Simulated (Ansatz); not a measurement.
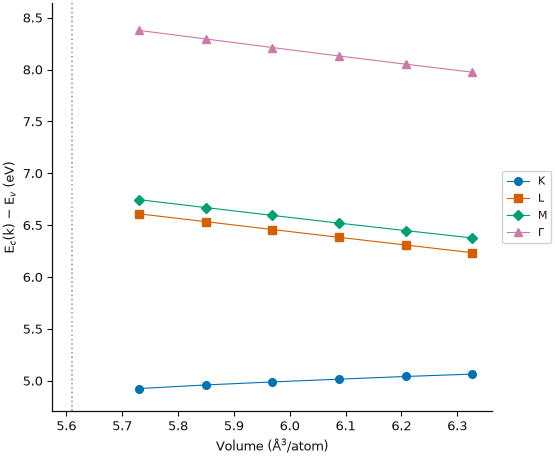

Lowest conduction level at each named k point, counted from the valence-band top at Γ. One run is left out (dotted line).

System: wurtzite BN, space group P6_3mc (No. 186), 4 atoms in the cell. The cell is scaled at fixed shape and fractional positions. At 5.97 Å³/atom, a = 2.554 Å, c = 4.227 Å (hexagonal axes). Level of theory: LDA, Ansatz PAW, no spin polarisation, no spin-orbit coupling, 12×12×6 k mesh, 420 eV cutoff; code Ansatz 0.2.0.

```
      volume  K (eV)  L (eV)  M (eV)  Γ (eV)
5.73 Å³/atom    4.93    6.61    6.75    8.38
5.85 Å³/atom    4.96    6.53    6.67    8.29
5.97 Å³/atom    4.99    6.46    6.59    8.21
6.09 Å³/atom    5.02    6.38    6.52    8.13
6.21 Å³/atom    5.04    6.31    6.45    8.05
6.33 Å³/atom    5.06    6.23    6.38    7.97
```

**Fill in the row for 5.61 Å³/atom.**

Fits through the other points against the logarithm of the volume give 4.90 eV at K, 6.69 eV at L, 6.82 eV at M and 8.46 eV at Γ (straight lines). The run itself gives 4.89, 6.68, 6.82 and 8.46 eV, within 0.01 eV of the estimates.

The PAW data sets were made with another functional. LDA, GGA and most meta-GGA functionals understate gaps. The usual form of BN is layered hexagonal.
